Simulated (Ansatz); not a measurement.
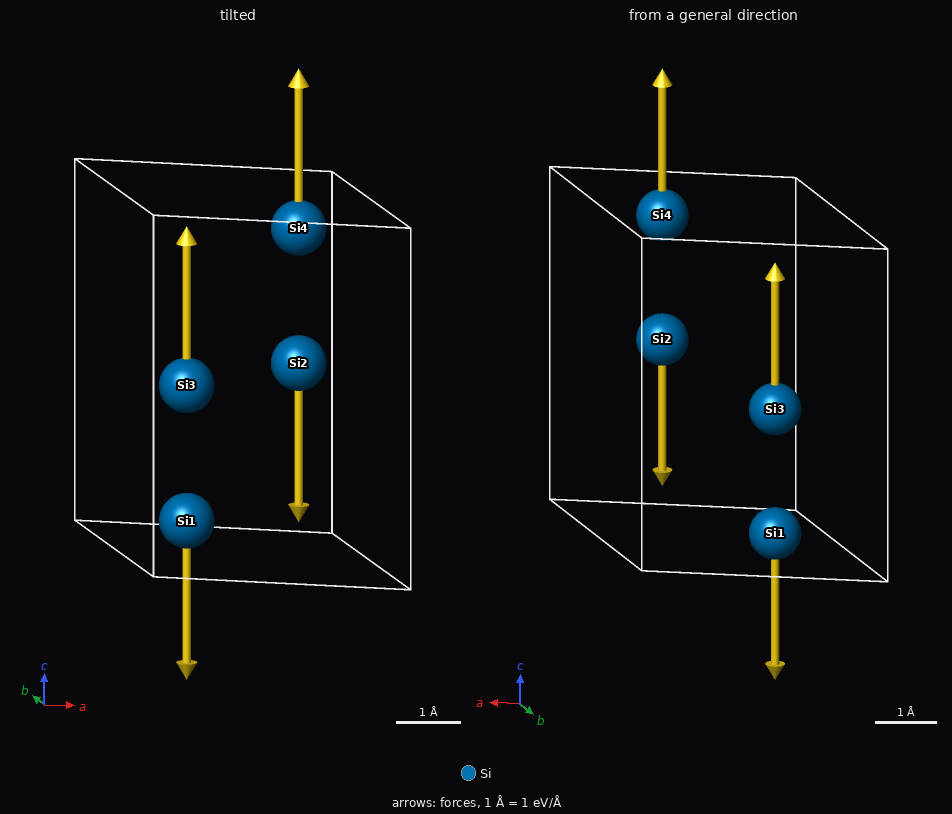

Spheres-only drawing of the structure, looking slightly off an axis and from a general direction. The box is the simulation cell; atoms on or close to its faces, edges and corners are drawn wherever they repeat. The arrows are the computed forces on the atoms.

System: Si. Theory: Ansatz, DFT r2SCAN, scalar-relativistic, plane waves, PAW. Numerical settings: wavefunction cutoff 500 eV, k-point mesh 12×12×6, Gaussian smearing of 0.05 eV, no spin polarisation.

Q: Is this an equilibrium geometry?

A: No. The atoms still feel forces of up to about 2.2 eV/Å, far above a usual threshold of 0.01 to 0.03 eV/Å.

Q: Name the atom under the greatest force.

A: All Si atoms, about 2.2 eV/Å.

The initial geometry was a structure listed in the Materials Project. The cell was then strained or its atoms displaced on purpose. It was run through Ansatz as a DFT input.
